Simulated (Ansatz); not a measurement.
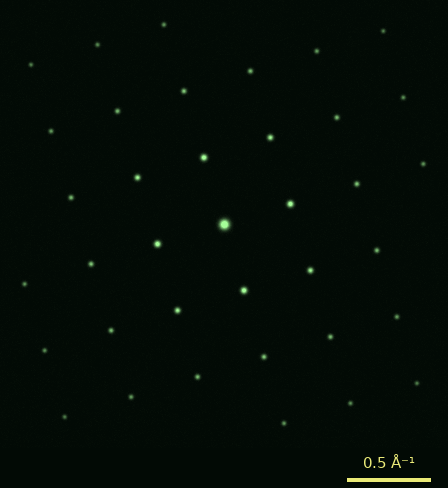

Computed electron diffraction pattern, 200 kV, single scattering only, B = 0.3 Å².

Phase: Ge, space group Im-3m (No. 229), a = 3.38 Å. Structure: the input geometry of an electronic-structure calculation (not necessarily at equilibrium); the starting structure was generated, so it need not be a known form of this composition.

Q: Measure the pattern against the scale bar and name the zone.

A: The spots form a square net with both shortest vectors at d = 2.39 Å, 90.0° apart. They index as 1 -1 0 and 1 1 0, so the zone axis is [001] (or an equivalent direction of <001>).
